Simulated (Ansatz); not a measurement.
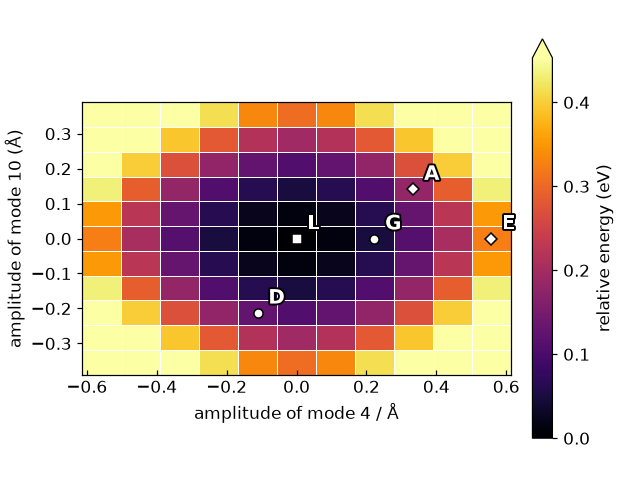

KBr (Pm-3m, No. 221; 4 atoms in the cell). The energy is mapped over two normal modes frozen in (zone-centre modes of the 4-atom cell of this scan, which folds in the wave vector (0, 0, 1/2) of the primitive cell). Coordinates scanned: (1) amplitude of mode 4 (57 cm⁻¹), largest displacement; (2) amplitude of mode 10 (106 cm⁻¹), largest displacement. Nothing is relaxed (the cell and all other modes fixed). The grid has 11 × 11 points; 36 points were computed and 85 follow by symmetry. Points are written as (first, second). Energies are in eV per cell, from the lowest grid point. Computed with Ansatz, DFT LDA, scalar-relativistic, plane waves, PAW. Settings: cutoff 420 eV, k-mesh 6×6×4 in the order of the run's cell vectors, gaussian smearing 0.05 eV, no spin polarisation.

The picture shows one coloured cell a grid point, one colour for all values above the top of the scale, lettered points.

What kind of point is each of A, D, G, L: minimum, saddle, maximum or slope?

A: on a slope; D: on a slope; G: on a slope; L: minimum. (In these two coordinates alone; a stationary point may lie a little off the grid point.)

Rank the lettered points by energy, lowest first.

L (0.000 eV), G (0.049 eV), D (0.126 eV), A (0.182 eV), E (0.325 eV).
